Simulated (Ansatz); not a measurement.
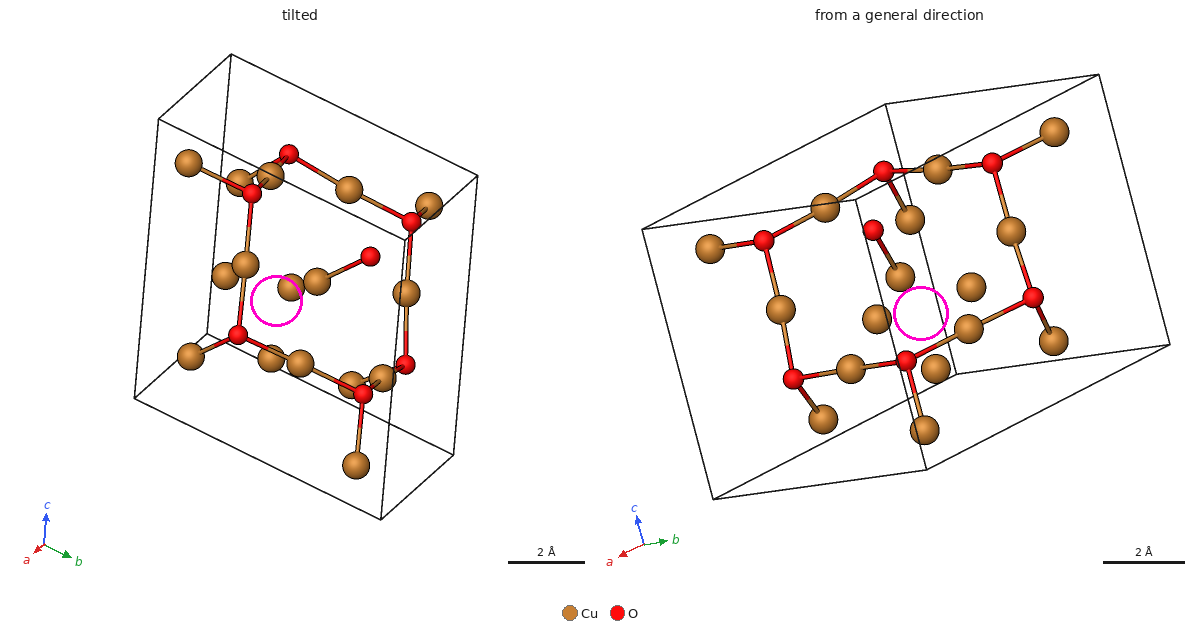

This ball-and-stick model is shown slightly off an axis and from a general direction. The supercell is outlined; an atom on or near a face, edge or corner is repeated at each equivalent position. The host is Cu2O, in a cell of 24 sites, and the cell is neutral. A ring marks the defect's site.

**How does this supercell depart from the perfect host?**

An oxygen vacancy. Around the empty site lie four Cu at about 1.5 Å.

The atoms were relaxed in the host's cell with DFT PBE, scalar-relativistic, plane waves, PAW in Ansatz.
